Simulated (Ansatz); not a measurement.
**What a change does: geometry relaxation on SiO2**

System: SiO2 (Fddd, 12 atoms in the cell).
Method of run A: Kohn-Sham DFT of a periodic cell, r2SCAN with D3(BJ), Ansatz PAW, no spin polarisation (Ansatz 0.2.0).

The structure derives from a Materials Project entry. Text and figures count atoms from 1; the logs count them from 0 in places.

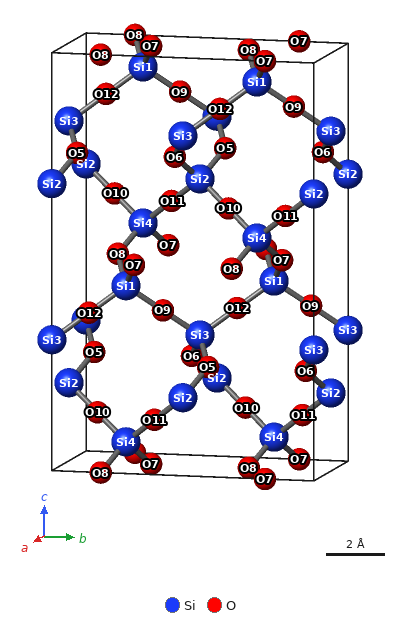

**Figure 1.** The starting structure (ball-and-stick view of the cell 4 times as large as that of the calculation, set on its symmetry axes, seen slightly off an axis; atoms are numbered from 1 in the order of the input). An atom can appear more than once, as a periodic image. Near neighbours in the periodic cell (some may lie outside the picture): Si has 4 O at 1.60 to 1.62 Å; O has 2 Si at 1.60 to 1.62 Å.

The input, run A:
```yaml
crystal:
  lattice:
    - [0.0, 4.71625711, 7.3627753715]
    - [2.3595806657, 0.0, 7.3627753715]
    - [2.3595806657, 4.71625711, 0.0]
  atoms:
    - { symbol: Si, position: [0.93676892, 0.93676892, 0.56323108] }
    - { symbol: Si, position: [0.68676892, 0.68676892, 0.31323108] }
    - { symbol: Si, position: [0.31323108, 0.31323108, 0.68676892] }
    - { symbol: Si, position: [0.56323108, 0.56323108, 0.93676892] }
    - { symbol: O, position: [0.0634396, 0.4365604, 0.0634396] }
    - { symbol: O, position: [0.4365604, 0.0634396, 0.4365604] }
    - { symbol: O, position: [0.8134396, 0.1865604, 0.8134396] }
    - { symbol: O, position: [0.1865604, 0.8134396, 0.1865604] }
    - { symbol: O, position: [0.125, 0.625, 0.625] }
    - { symbol: O, position: [0.625, 0.625, 0.625] }
    - { symbol: O, position: [0.625, 0.625, 0.125] }
    - { symbol: O, position: [0.625, 0.125, 0.625] }
hamiltonian:
  xc: r2scan
  pseudopotentials: { kind: paw }
  dispersion: d3bj
kpoints:
  mp_grid: { grid: [7, 7, 7] }
scf:
  occupations: { method: fermi_dirac, width: 0.05 }
output:
  forces: true
  stress: true
  eigenvalues: true
  write_density: true
  write_potential: true
  elf: true
  volumetric_format: npy
relax:
  f_tol: 0.01
  max_steps: 40
  cell: { stress_tol: 0.05 }
```

Launched with:
```bash
ansatz run input.yaml --threads 4 --pin off --max-ram 11264MiB --backend cpu --events-out ev --progress --plain --runs-dir out
```

Hardware: 4 threads of Arm Neoverse V1, 24 GiB of memory available, shared host.

Output, shortened to warnings, some set-up lines, iterations and results (run A):
```
Warning: the engine holds no damping parameters fitted to this dispersion correction and functional, so the run takes those fitted to r2scan beside the three-body term, which d3bj leaves out (hamiltonian.dispersion, under Limitations)
Basis set: ecut = 500 eV, 4155 PW (Γ), exchange–correlation on 256×240×160 points (64 copies of the dense FFT grid, shifted against one another)
Symmetry: 8 space group operations
k-points: 64 of 343
Initial density: superposition of atomic densities (neutral atoms: chi_scale 0, normalization atom), corrected by the library's trained network
[...]
SCF iter   1: F=—  HF=-7120.639171 eV  |F-HF|=—  |Δ(HF+E_count)|=         —  Δρ=6.48e-3  dr2=6.70e-2  dr2_τ=1.05e0  ethr=1.77e-3  ⟨swp⟩=6.7  Hψ=14744  notcnv=0  defer=113
SCF iter   2: F=—  HF=-7120.980490 eV  |F-HF|=—  |Δ(HF+E_count)|=   3.41e-1  Δρ=4.46e-3  dr2=2.26e-2  dr2_τ=1.47e-3  ethr=1.05e-4  ⟨swp⟩=3.0  Hψ=6218  notcnv=0  defer=329
SCF iter   3: F=—  HF=-7120.976917 eV  |F-HF|=—  |Δ(HF+E_count)|=   3.57e-3  Δρ=5.14e-4  dr2=1.74e-4  dr2_τ=1.96e-4  ethr=3.54e-5  ⟨swp⟩=2.0  Hψ=4456  notcnv=0  defer=329
SCF iter   4: F=—  HF=-7120.977066 eV  |F-HF|=—  |Δ(HF+E_count)|=   1.48e-4  Δρ=2.09e-4  dr2=3.94e-5  dr2_τ=4.23e-6  ethr=2.72e-7  ⟨swp⟩=2.0  Hψ=4535  notcnv=0  defer=329
SCF iter   5: F=—  HF=-7120.977130 eV  |F-HF|=—  |Δ(HF+E_count)|=   6.37e-5  Δρ=1.10e-4  dr2=1.45e-5  dr2_τ=1.95e-6  ethr=6.16e-8  ⟨swp⟩=2.0  Hψ=4480  notcnv=0  defer=329
[... 33 lines ...]
SCF iter   2: F=—  HF=-7120.980382 eV  |F-HF|=—  |Δ(HF+E_count)|=   6.00e-5  Δρ=1.00e-5  dr2=1.63e-8  dr2_τ=1.86e-8  ethr=9.28e-11  ⟨swp⟩=2.5  Hψ=5093  notcnv=0
SCF iter   3: F=—  HF=-7120.980382 eV  |F-HF|=—  |Δ(HF+E_count)|=   3.72e-8  Δρ=7.19e-7  dr2=4.68e-10  dr2_τ=1.18e-10  ethr=2.55e-11  ⟨swp⟩=2.3  Hψ=5057  notcnv=0
SCF iter   4: F=-7120.980382 eV  HF=-7120.980382 eV  |F-HF|=4.73e-11  |Δ(HF+E_count)|=  5.28e-11  Δρ=2.05e-7  dr2=4.62e-11  dr2_τ=7.52e-12  ethr=1.00e-12  ⟨swp⟩=10.3  …
SCF 6 converged in 4 iterations: F = -7120.980382 eV  dr2 = 4.62e-11
relax step   6: F+E_penalty+E_count = -7120.98038205 eV  Δ(F+E_penalty+E_count) = +4.296e-4 eV  max|allowed force component| = 2.048e-3 eV/Å  Δτ_max = 0.0000 Å  P = +0.004 …
basis re-selected at this cell: Δ(F+E_penalty+E_count) = +4.296e-4 eV, ΔP = +0.003 GPa vs the last step (what re-selecting the basis moved, of the pressure what is left beyond the Pulay correction that the steps carried, after the strain that the cell walked since its last selection, with what the …
SCF converged after 4 iterations
Free energy (F): -7120.980382 eV
Harris-Foulkes:  -7120.980382 eV  (|F-HF|=4.73e-11)
Internal energy: -7120.980382 eV  (E = F + TS)
E sigma→0 (E₀):  -7120.980382 eV
Fermi energy:    4.682543 eV
--- Per-component energies (eV) ---
  E_band       = -369.732647
  E_kinetic    = 1622.146639
  E_local      = -4256.302953  (includes V_loc(G=0)·N_el)
  E_nonlocal   = 472.341048
  E_hartree    = 1551.870486
  E_xc         = -800.387975
  E_vxc        = -1059.575557  (∫ρ·V_xc dr)
  E_paw        = -3368.122960  (= ΣΔE_a)
  E_vpaw       = -318.861887  (= ΣTr[D̂ρ^β])
  E_aug_tail   = 0.008345  (compensation charges beyond the density's cutoff)
  E_vtau       = 66.770555  (kinetic-family band-sum trace: ∫τ·v_τ [+ j·A + Jᵃ·Aᵃ] dr)
  E_ewald      = -2341.199065
  E_disp       = -0.772687  (pairwise vdW)
  E_core_change = -0.561259  (= ΣΔE_core)
  E_smearing   = -0.000000  (= −TS)
  E_closure    = -0.000000  (closes the sum)
  Σ components = -7120.980382   (vs F -7120.980382, Δ=0.00e0)
--- Forces (eV/Å), atoms counted from 1 ---
  atom   1  Si    -0.00000000     0.00000000    -0.00204836
  atom   2  Si     0.00000000    -0.00000000    -0.00204836
  atom   3  Si     0.00000000    -0.00000000     0.00204836
  atom   4  Si    -0.00000000     0.00000000     0.00204836
  atom   5  O      0.00000000     0.00077298    -0.00000000
  atom   6  O      0.00000000    -0.00077298    -0.00000000
  atom   7  O     -0.00000000     0.00077298     0.00000000
  atom   8  O      0.00000000    -0.00077298     0.00000000
  atom   9  O      0.00000000     0.00000000     0.00000000
  atom  10  O      0.00000000     0.00000000    -0.00000000
  atom  11  O      0.00000000     0.00000000     0.00000000
  atom  12  O     -0.00000000    -0.00000000     0.00000000
  max |Σ_I F_I| component: 3.25e-19 eV/Å
--- Stress (GPa, compression-positive) ---
        0.012826       0.000000      -0.000000
        0.000000      -0.004083      -0.000000
       -0.000000      -0.000000       0.003431
  P = ⅓ Tr σ = 0.0041 GPa (0.041 kbar)
[...]
```

The input of run B differs as follows (lines with − go, lines with + come):
```diff
-  xc: r2scan
+  xc: rpbe
-  dispersion: d3bj
-  write_density: true
-  write_potential: true
-  elf: true
-  volumetric_format: npy
```

How does run B compare with run A?

The total energies belong to different models, so their difference says nothing on which is more stable or more accurate. The gap on the mesh goes from 6.43 to 5.66 eV. The volume per atom goes from 13.57 to 14.28 Å³. The functional changes from r2SCAN to RPBE. The SCF takes 48 iterations over all geometry steps against 31. The default cutoff goes from 500 to 420 eV with the change. On the same kind of shared host run B took about 0.66 times as long.

Output, shortened to warnings, some set-up lines, iterations and results (run B):
```
Basis set: ecut = 420 eV, 3169 PW (Γ), exchange–correlation on 120×108×72 points (8 copies of the dense FFT grid, shifted against one another)
Symmetry: 8 space group operations
k-points: 64 of 343
Initial density: superposition of atomic densities (neutral atoms: chi_scale 0, normalization atom), corrected by the library's trained network
[...]
SCF iter   1: F=—  HF=-7122.514151 eV  |F-HF|=—  |Δ(HF+E_count)|=         —  Δρ=2.75e-3  dr2=9.06e-3  ethr=1.77e-3  ⟨swp⟩=6.7  Hψ=14732  notcnv=0  defer=123
SCF iter   2: F=—  HF=-7122.516386 eV  |F-HF|=—  |Δ(HF+E_count)|=   2.23e-3  Δρ=1.53e-3  dr2=1.73e-3  ethr=1.42e-5  ⟨swp⟩=2.3  Hψ=5362  notcnv=0  defer=262
SCF iter   3: F=—  HF=-7122.517652 eV  |F-HF|=—  |Δ(HF+E_count)|=   1.27e-3  Δρ=3.80e-4  dr2=2.56e-4  ethr=2.70e-6  ⟨swp⟩=2.7  Hψ=4221  notcnv=0  defer=262
SCF iter   4: F=—  HF=-7122.517744 eV  |F-HF|=—  |Δ(HF+E_count)|=   9.24e-5  Δρ=9.04e-5  dr2=1.36e-5  ethr=4.00e-7  ⟨swp⟩=2.0  Hψ=4030  notcnv=0  defer=262
SCF iter   5: F=—  HF=-7122.517705 eV  |F-HF|=—  |Δ(HF+E_count)|=   3.90e-5  Δρ=5.71e-5  dr2=4.09e-6  ethr=2.12e-8  ⟨swp⟩=2.0  Hψ=4509  notcnv=0  defer=262
[... 56 lines ...]
SCF iter   3: F=—  HF=-7122.698283 eV  |F-HF|=—  |Δ(HF+E_count)|=   9.25e-5  Δρ=1.04e-5  dr2=8.73e-9  ethr=8.26e-11  ⟨swp⟩=2.0  Hψ=4861  notcnv=0
SCF iter   4: F=—  HF=-7122.698297 eV  |F-HF|=—  |Δ(HF+E_count)|=   1.38e-5  Δρ=5.22e-7  dr2=3.86e-10  ethr=1.36e-11  ⟨swp⟩=2.0  Hψ=4864  notcnv=0
SCF iter   5: F=-7122.698297 eV  HF=-7122.698297 eV  |F-HF|=4.45e-9  |Δ(HF+E_count)|=   1.86e-9  Δρ=2.83e-7  dr2=9.80e-11  ethr=1.00e-12  ⟨swp⟩=7.5  Hψ=11055  notcnv=0
SCF 9 converged in 5 iterations: F = -7122.698297 eV  dr2 = 9.80e-11
relax step   9: F+E_penalty+E_count = -7122.69829666 eV  Δ(F+E_penalty+E_count) = -1.120e-3 eV  max|allowed force component| = 6.966e-4 eV/Å  Δτ_max = 0.0000 Å  P = +0.019 …
basis re-selected at this cell: Δ(F+E_penalty+E_count) = -1.120e-3 eV, ΔP = +0.006 GPa vs the last step (what re-selecting the basis moved, of the pressure what is left beyond the Pulay correction that the steps carried, after the strain that the cell walked since its last selection, with what the …
SCF converged after 5 iterations
Free energy (F): -7122.698297 eV
Harris-Foulkes:  -7122.698297 eV  (|F-HF|=4.45e-9)
Internal energy: -7122.698297 eV  (E = F + TS)
E sigma→0 (E₀):  -7122.698297 eV
Fermi energy:    4.501193 eV
--- Per-component energies (eV) ---
  E_band       = -333.663314
  E_kinetic    = 1605.913904
  E_local      = -4311.171345  (includes V_loc(G=0)·N_el)
  E_nonlocal   = 468.643996
  E_hartree    = 1574.827841
  E_xc         = -819.173473
  E_vxc        = -947.370855  (∫ρ·V_xc dr)
  E_paw        = -3346.274997  (= ΣΔE_a)
  E_vpaw       = -299.355445  (= ΣTr[D̂ρ^β])
  E_aug_tail   = 0.020486  (compensation charges beyond the density's cutoff)
  E_ewald      = -2295.221566
  E_core_change = -0.263143  (= ΣΔE_core)
  E_smearing   = -0.000000  (= −TS)
  E_closure    = -0.000000  (closes the sum)
  Σ components = -7122.698297   (vs F -7122.698297, Δ=0.00e0)
--- Forces (eV/Å), atoms counted from 1 ---
  atom   1  Si    -0.00000000    -0.00000000     0.00032506
  atom   2  Si     0.00000000     0.00000000     0.00032506
  atom   3  Si     0.00000000     0.00000000    -0.00032506
  atom   4  Si    -0.00000000    -0.00000000    -0.00032506
  atom   5  O      0.00000000    -0.00069664    -0.00000000
  atom   6  O      0.00000000     0.00069664    -0.00000000
  atom   7  O     -0.00000000    -0.00069664     0.00000000
  atom   8  O      0.00000000     0.00069664     0.00000000
  atom   9  O      0.00000000     0.00000000    -0.00000000
  atom  10  O      0.00000000    -0.00000000     0.00000000
  atom  11  O     -0.00000000     0.00000000     0.00000000
  atom  12  O      0.00000000     0.00000000     0.00000000
  max |Σ_I F_I| component: 4.34e-19 eV/Å
--- Stress (GPa, compression-positive) ---
        0.017401       0.000000      -0.000000
        0.000000       0.022816      -0.000000
       -0.000000      -0.000000       0.015924
  P = ⅓ Tr σ = 0.0187 GPa (0.187 kbar)
--- Relaxed structure (7 steps of the walk, 7 accepted, 2 SCFs on fresh bases) ---
[...]
```

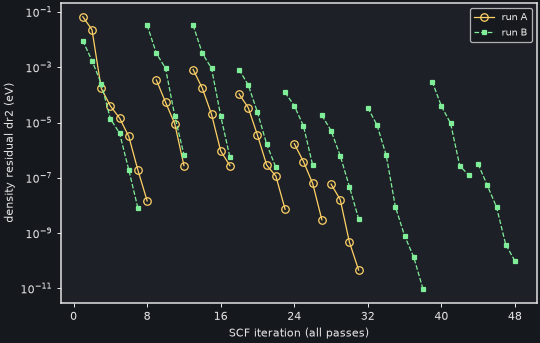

**Figure 2.** Convergence of the two runs: density residual dr2 against the SCF iteration. A break in a curve parts two SCF passes. Run A takes 31 iterations in all, and run B takes 48.

The two runs side by side:

```tsv
quantity	run A	run B
outcome	converged	converged
free energy per atom (eV)	−593.4150	−593.5582
gap on the mesh (eV)	6.43	5.66
pressure (GPa)	0.00	0.02
volume per atom (Å³)	13.57	14.28
largest force (eV/Å)	0.002	0.001
SCF iterations	31	48
irreducible k-points	64	64
wall time (shared host)	1.8 min	71 s
```

For run A: Warnings: the dispersion correction has no parameters fitted for this combination and takes those fitted for r2SCAN with other terms. For run B: Points of doubt noted for this run: forces on files of another functional.
